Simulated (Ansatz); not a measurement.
# Si7Ge: what the fields show

```
Ge Si
1.0
     0.00040    5.45958    5.45903
     5.45958    0.00040    5.45903
     5.45998    5.45998    0.00000
Ge Si
2 14
Cartesian
  4.0950 4.0950 4.0945
  6.8250 6.8250 4.0945
  6.8245 4.0955 6.8236
  9.5545 6.8254 6.8236
  4.0955 6.8245 6.8236
  6.8254 9.5545 6.8236
  6.8250 6.8250 9.5531
  9.5550 9.5550 9.5531
  2.7300 2.7300 2.6999
  5.4600 5.4600 2.6999
  5.4750 2.7150 5.4734
  8.2050 5.4449 5.4734
  2.7150 5.4750 5.4734
  5.4449 8.2050 5.4734
  5.4600 5.4600 8.1896
  8.1900 8.1900 8.1896
```

Space group Amm2; a generated structure, not necessarily the stable one.

The calculation used DFT PBEsol, scalar-relativistic, plane waves, PAW (Ansatz 0.2.0).

Core electrons are frozen (PAW), and the valence fields are smoothed inside the atomic spheres.

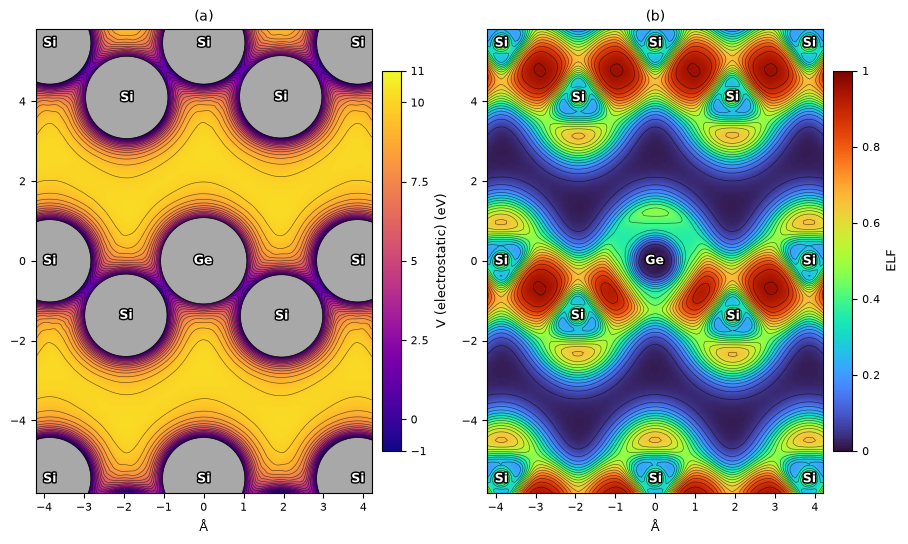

Figure 1. (a) electrostatic potential (local pseudopotential plus Hartree) felt by an electron; (b) ELF on the (101̄) plane of the calculation cell. Grey discs cover the atomic cores in the potential map.

Q: Read the bonding off the picture.

A: Atoms in the plane: Ge and Si.
Si–Si (2.35 Å): the ELF peaks at about 0.95 between the atoms: a shared electron pair.
Si–Ge (2.38 Å): the ELF peaks at about 0.90 between the atoms: a covalent bond.
Outside the cores the potential energy rises away from the atoms and is highest about 2.3 Å from the nearest atoms; its zero is arbitrary.

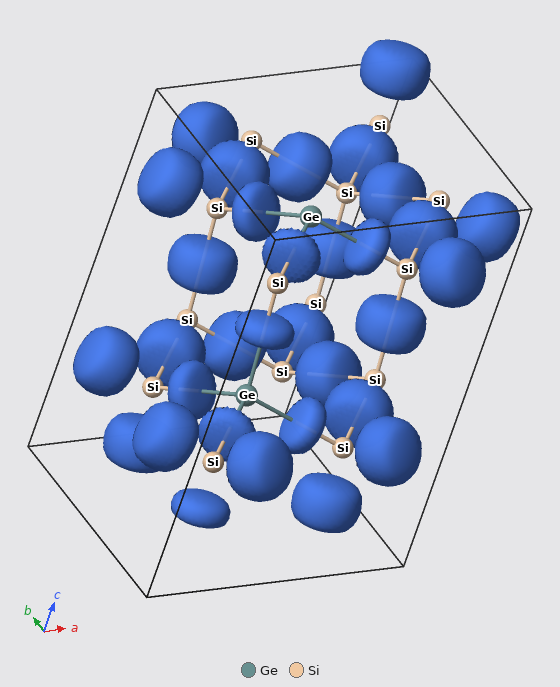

Figure 2. Isosurface of the electron localisation function at 0.8 (blue), seen at an oblique angle. Only the valence region is drawn (cores and ρ < 0.01 e/Å³ removed). Sticks mark near contacts.

Q: Describe the localisation domains.

A: At this value the surface marks out eight regions between bonded Ge–Si atoms (shared pairs) and 24 regions between bonded Si–Si atoms (shared pairs), counted in one cell of 16 atoms. Regions shared between cells count once.

Q: Does the calculation give a band gap?

A: It is gapped, with a Kohn–Sham gap of 0.37 eV on the k-point mesh (the band edges may lie off the mesh, which would make the gap smaller).
